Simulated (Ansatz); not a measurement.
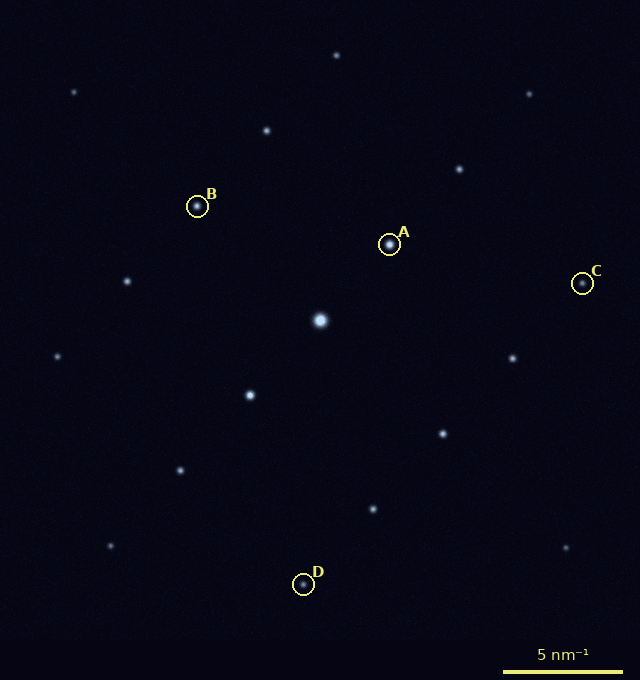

The pattern is a kinematic simulation for 200 kV electrons (no multiple scattering; isotropic B = 0.8 Å²). The zone axis points towards the electron source and the pattern is seen from the source side.

Crystal: W, space group Fm-3m (No. 225), a = 3.999 Å. Structure: the geometry relaxed with DFT, PBEsol, plane waves (420 eV) with PAW, scalar-relativistic (Ansatz); the starting structure was generated, so it need not be a known form of this composition.

Spot A is indexed -1 1 1 and spot B 0 -2 2.

> What are the indices of the remaining marked spots?

C = 2A − B = -2 4 0 (d = 0.894 Å). D = −2A − B = 2 0 -4 (d = 0.894 Å).

> Which zone axis is this?

The cross product of A and B is parallel to [211]; every spot obeys hu + kv + lw = 0.

> What are the spacings of A and B and the angle between them?

d(A) = 2.309 Å, d(B) = 1.414 Å, and the angle is 90.0°.
